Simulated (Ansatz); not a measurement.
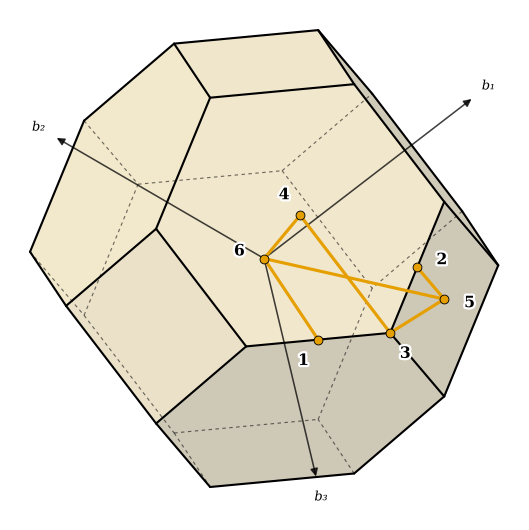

For AlN, coordinates from a relaxation with Ansatz, DFT PBE, scalar-relativistic, plane waves, PAW: the first Brillouin zone of a face-centred cubic lattice (cF; extended symbol cF2) is drawn with its special points numbered. All values are computed from the atomic coordinates in the standard setting (tolerance 0.002 Å).

a = 4.403 Å, b = 4.403 Å, c = 4.403 Å, α = 90.00°, β = 90.00°, γ = 90.00°.

Labels and path follow the convention of Hinuma et al. (2017), as computed by seekpath; the arrows show the directions of the reciprocal primitive vectors b₁, b₂, b₃, in which coordinates are given.

Q: Which special point is each number?

A:
| no. | label | coordinates |
| --- | --- | --- |
| 1 | K | (3/8, 3/8, 3/4) |
| 2 | U | (5/8, 1/4, 5/8) |
| 3 | W | (1/2, 1/4, 3/4) |
| 4 | L | (1/2, 1/2, 1/2) |
| 5 | X | (1/2, 0, 1/2) |
| 6 | Γ | (0, 0, 0) |
